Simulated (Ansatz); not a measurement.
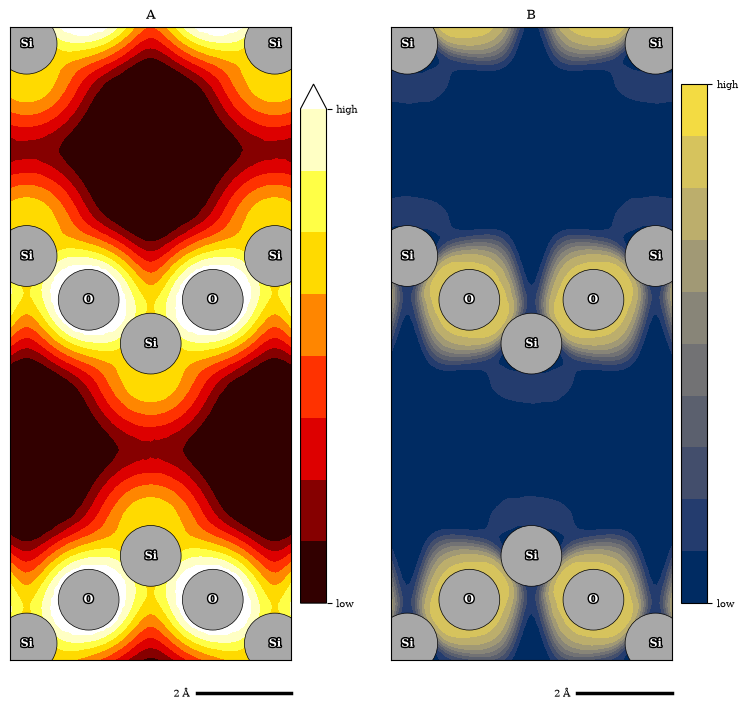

SiO$_{2}$: 2 fields on the (11̄0) plane of the conventional cell, with unlabelled colour scales. Grey discs cover the atomic cores.

Space group I4/mmm; a structure from a database of computed crystals, not necessarily the ambient phase.

These are results of Ansatz 0.2.0, DFT r2SCAN, scalar-relativistic, plane waves, PAW, not measurements.

Which field does each panel show? The fields are: electron localisation function and valence pseudo-density.

Panel A: valence pseudo-density. Panel B: electron localisation function. From the grid: Si–O (1.60 Å): ρ at the midpoint is about 1.3 e/Å³; the ELF peaks at about 0.85 between the atoms (a short, strongly polar bond).
